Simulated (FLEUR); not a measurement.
**A series of single points on As**

System: As (R-3m, 2 atoms in the cell).
Method: Kohn-Sham DFT of a periodic cell, AM05, all-electron, no spin polarisation (FLEUR MaX-R8.1 (later development tree)).

The 5 runs differ only in the geometry, by an even scaling of the cell at fixed fractional positions. The structure derives from an entry of the Crystallography Open Database.

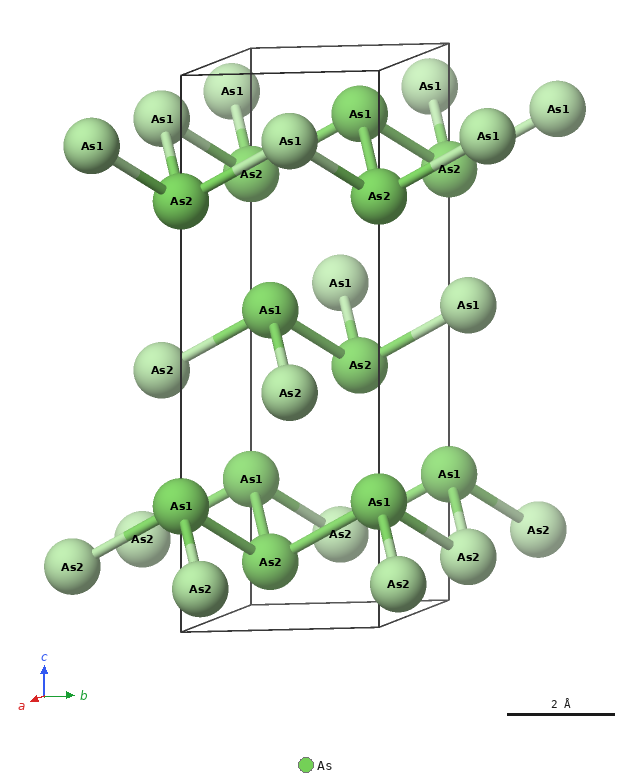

Figure 1. The structure of run 3 (ball-and-stick view of the cell 3 times as large as that of the calculation, set on its symmetry axes, seen slightly off an axis; neighbours outside the cell are drawn fainter; atoms are numbered from 1 in the order of the input).

### Input of run 3
```
<?xml version="1.0" encoding="UTF-8" standalone="no"?>
<fleurInput fleurInputVersion="0.39">
   <comment>
      As                                                                                                  
   </comment>
   <calculationSetup>
      <cutoffs Kmax="4.6" Gmax="14.3" GmaxXC="14.3" numbands="0"/>
      <scfLoop itmax="60" minDistance="0.00001" maxIterBroyd="15" imix="Anderson" alpha="0.05" precondParam="0.0" spinf="2.0" sdNocoIR="T"/>
      <coreElectrons ctail="T" frcor="F" kcrel="0" coretail_lmax="0"/>
      <xcFunctional name="LibXC" relativisticCorrections="F">
         <LibXCName exchange="gga_x_am05" correlation="gga_c_am05"/>
      </xcFunctional>
      <magnetism jspins="1"/>
      <soc l_soc="F" theta="0.0" phi="0.0" spav="F"/>
      <expertModes spex="0" secvar="F"/>
      <geometryOptimization l_f="F" forcealpha="1.0" forcemix="BFGS" epsdisp="0.00001" epsforce="0.00001"/>
      <ldaU l_linMix="F" mixParam="0.05" spinf="1.0"/>
   </calculationSetup>
   <cell>
      <bzIntegration valenceElectrons="42.0" mode="hist" fermiSmearingEnergy="0.00183747">
         <kPointListSelection listName="default-1"/>
         <!-- k-points included here -->
         <xi:include xmlns:xi="http://www.w3.org/2001/XInclude" href="kpts.xml"> </xi:include>
      </bzIntegration>
      <!-- symmetry operations included here -->
      <xi:include xmlns:xi="http://www.w3.org/2001/XInclude" href="sym.xml"> </xi:include>
      <bulkLattice scale="1.0000000000">
         <bravaisMatrix>
            <row-1>    3.5541910345400498     2.0520131504382508     6.6406147544706311</row-1>
            <row-2>   -3.5541910345400498     2.0520131504382508     6.6406147544706311</row-2>
            <row-3>    0.0000000000000000    -4.1040263010654741     6.6406147544706311</row-3>
         </bravaisMatrix>
      </bulkLattice>
   </cell>
   <atomSpecies>
      <species name="Arsenic (As)" element="As" atomicNumber="33">
         <mtSphere radius="2.13" gridPoints="725" logIncrement="0.017"/>
         <atomicCutoffs lmax="9" lnonsphr="7"/>
         <electronConfig flipSpins="F">
            <coreConfig>(1s1/2) (2s1/2) (2p1/2) (2p3/2) (3s1/2)</coreConfig>
            <valenceConfig>(3p1/2) (3p3/2) (4s1/2) (3d3/2) (3d5/2) (4p1/2) (4p3/2)</valenceConfig>
            <stateOccupation state="(4p1/2)" spinUp="0.500000" spinDown="0.500000"/>
            <stateOccupation state="(4p3/2)" spinUp="1.000000" spinDown="1.000000"/>
         </electronConfig>
         <energyParameters s="4" p="4" d="3" f="4"/>
         <lo type="SCLO" l="1" n="3" eDeriv="0"/>
         <lo type="SCLO" l="1" n="3" eDeriv="1"/>
         <lo type="HELO" l="2" n="4" eDeriv="0"/>
         <lo type="HELO" l="2" n="4" eDeriv="1"/>
         <lo type="SCLO" l="0" n="4" eDeriv="2"/>
         <lo type="SCLO" l="3" n="4" eDeriv="2"/>
      </species>
   </atomSpecies>
   <atomGroups>
      <atomGroup species="Arsenic (As)">
         <relPos label="                   1">.2260000000 .2260000000 .2260000000</relPos>
         <relPos label="                   2">-.2260000000 -.2260000000 -.2260000000</relPos>
         <force calculate="T" relaxXYZ="TTT"/>
      </atomGroup>
   </atomGroups>
   <output dos="F" band="F" slice="F">
      <checks vchk="F" cdinf="F"/>
      <bandDOS minEnergy="-.5*Htr" maxEnergy="0.5*Htr" sigma="0.015" storeEVData="T"/>
      <vacuumDOS vacdos="F" integ="F" star="F" nstars="0" locx1="0.0" locy1="0.0" locx2="0.0" locy2="0.0" nstm="0" tworkf="0.0"/>
      <unfoldingBand unfoldBand="F" supercellX="1" supercellY="1" supercellZ="1"/>
      <plotting iplot="0" polar="F">
         <plot TwoD="T" vec1="  1.0  0.0  0.0" vec2="  0.0  1.0  0.0" vec3="  0.0  0.0  1.0" zero="  0.0  0.0  0.0" file="plot"/>
      </plotting>
      <chargeDensitySlicing numkpt="0" minEigenval="0.0" maxEigenval="0.0" nnne="0" pallst="F"/>
      <specialOutput eonly="F"/>
      <moessbauerParams electricFieldGradient="T" isomerShift="T" coreHyperfine="T" valenceHyperfine="T"/>
      <magneticCircularDichroism mcd="F" energyLo="-10.0" energyUp="0.0"/>
   </output>
  <!-- We include the file relax.xml here to enable relaxations (see documentation) -->
  <xi:include xmlns:xi="http://www.w3.org/2001/XInclude" href="relax.xml"> <xi:fallback/> </xi:include>
</fleurInput>
```

Command:
```bash
inpgen -f crystal.txt -profile fastHighL; fleur_MPI
```

Lattice vectors (Å) and fractional positions of run 3:
```
   1.880797    1.085879    3.514062
  -1.880797    1.085879    3.514062
   0.000000   -2.171757    3.514062
As  0.226000  0.226000  0.226000
As  0.774000  0.774000  0.774000
```

Run 2 has the same physical settings and fractional positions; its lattice vectors (Å) are:
```
   1.855378    1.071203    3.466569
  -1.855378    1.071203    3.466569
   0.000000   -2.142406    3.466569
```

### Results, with one run withheld

| run | volume per atom (Å³) | free energy per atom, from the lowest run given (meV) |
| --- | --- | --- |
| 1 | 20.239 | 22.46 |
| 2 | 20.669 | ? |
| 3 | 21.530 | 0.00 |
| 4 | 22.392 | 6.17 |
| 5 | 22.822 | 14.34 |

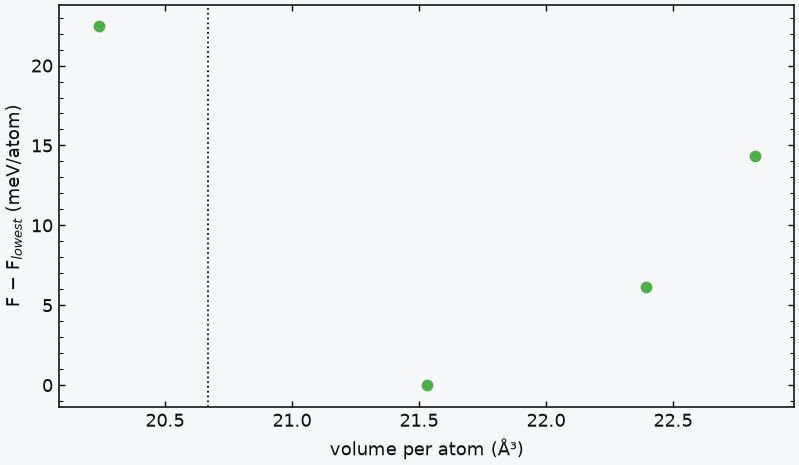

Figure 2. Free energy per atom of the runs given; the dotted line marks run 2.

What should run 2 give?

A quadratic polynomial in V^(−2/3) (the Birch–Murnaghan form), fitted to the 4 runs given, misses them by at most 0.03 meV per atom. With x = V^(−2/3) − 0.12851 Å⁻², it reads F = 0.046728 − 521.82 x + 6.7938e+05 x² (meV per atom). At run 2 it gives 10.19 meV per atom, and the run itself gives 10.16. The fit has its minimum at 21.610 Å³ per atom, where V d²F/dV² gives 74.4 GPa. Cell shape and fractional positions are held, so this is the stiffness under even scaling; the relaxed bulk modulus wasn't computed.

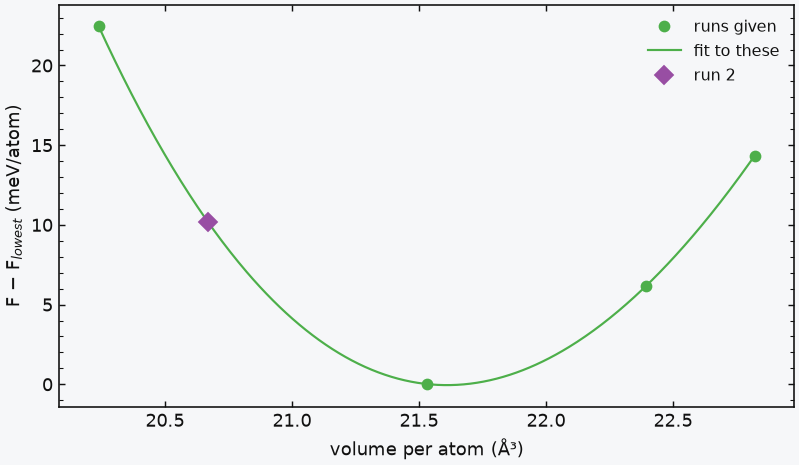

Figure 3. The fit and the withheld run.

### Output (run 2)
```
Welcome to FLEUR        (www.flapw.de)
      MaX-Release 8.1          (www.max-centre.eu)
 func_ids         135         120         135         120
The functional 'Armiento & Mattsson 05' is an exchange functional, it belongs to the 'GGA' family and is defined in the reference(s):
[1] R. Armiento and A. E. Mattsson.,  Phys. Rev. B 72, 085108 (2005)
[2] A. E. Mattsson, R. Armiento, J. Paier, G. Kresse, J. M. Wills, and T. R. Mattsson.,  J. Chem. Phys. 128, 084714 (2008)
The functional 'Armiento & Mattsson 05' is a correlation functional, it belongs to the 'GGA' family and is defined in the reference(s):
[1] R. Armiento and A. E. Mattsson.,  Phys. Rev. B 72, 085108 (2005)
[2] A. E. Mattsson, R. Armiento, J. Paier, G. Kresse, J. M. Wills, and T. R. Mattsson.,  J. Chem. Phys. 128, 084714 (2008)
 Using same functional for VXC and EXC

 ========== k-point set info ==========
 Selected k-point list: default-1
 k-point list type: mesh
 9 x 9 x 9
 Number of k points: 85

 ------------Calculation Setup---------------------------
 Number of MPI-tasks      :            1
 Number of PE/node        :            1
 Number of OMP-threads    :            1
 Most efficient MPI parallelization for:
           1           5          17          85
 Additional eigenvalue parallelization possible
 Number of basis functions:          555
 Approximate size of matrices (H+S) per k-point:         0.005 GB
 --------------------------------------------------------

 Iteration:     1   Distance:       6.38210548 me/bohr^3

 Iteration:     2   Distance:       6.01640658 me/bohr^3

 Iteration:     3   Distance:       1.59762231 me/bohr^3

 Iteration:     4   Distance:       0.38183176 me/bohr^3

 Iteration:     5   Distance:       0.19333586 me/bohr^3

 Iteration:     6   Distance:       0.06307658 me/bohr^3

 Iteration:     7   Distance:       0.05100772 me/bohr^3

 Iteration:     8   Distance:       0.00602344 me/bohr^3

 Iteration:     9   Distance:       0.00091945 me/bohr^3

 Iteration:    10   Distance:       0.00083105 me/bohr^3

 Iteration:    11   Distance:       0.00010401 me/bohr^3

 Iteration:    12   Distance:       0.00001402 me/bohr^3

 Iteration:    13   Distance:       0.00001161 me/bohr^3

 Iteration:    14   Distance:       0.00000098 me/bohr^3

 ********************************************************************
 Run finished successfully
 Stop message:
   all done
 ********************************************************************
```
